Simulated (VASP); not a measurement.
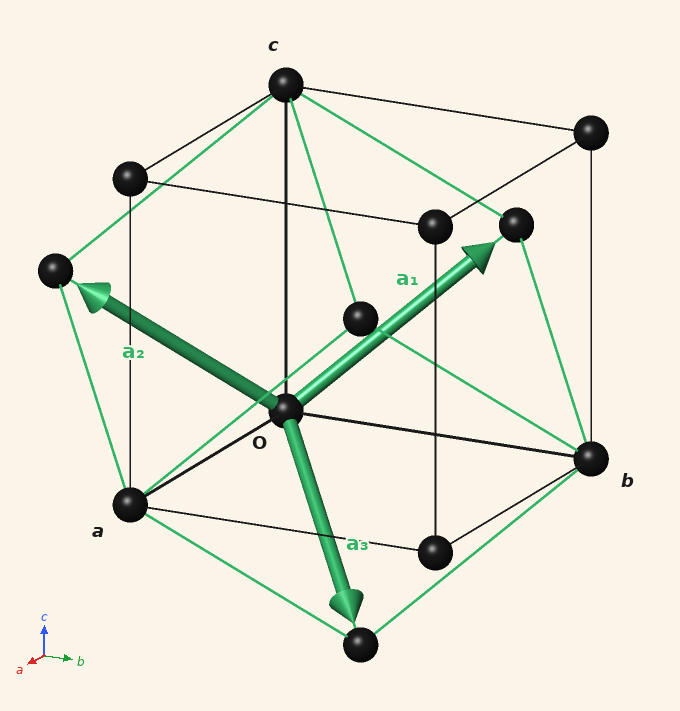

Crystal: Ce, a cell listed in the Materials Project, as set up for an electronic-structure calculation. The conventional cell (thin) and a primitive cell (coloured, vectors a₁, a₂, a₃), with the lattice points alone. All values are computed from the atomic coordinates in the standard setting (tolerance 0.002 Å).

a = 3.887 Å, b = 3.887 Å, c = 3.887 Å, α = 90.00°, β = 90.00°, γ = 90.00°.

What is the centring, and how are the primitive vectors built?

I, body-centred cubic, with lattice points at (0, 0, 0), (1/2, 1/2, 1/2). a₁ = −1/2 a + 1/2 b + 1/2 c; a₂ = 1/2 a − 1/2 b + 1/2 c; a₃ = 1/2 a + 1/2 b − 1/2 c.

Give the primitive cell's size and content.

Edges 3.366, 3.366, 3.366 Å; angles 109.47°, 109.47°, 109.47°; volume 29.35 Å³, 1/2 of the conventional cell; 1 of its 2 atoms.
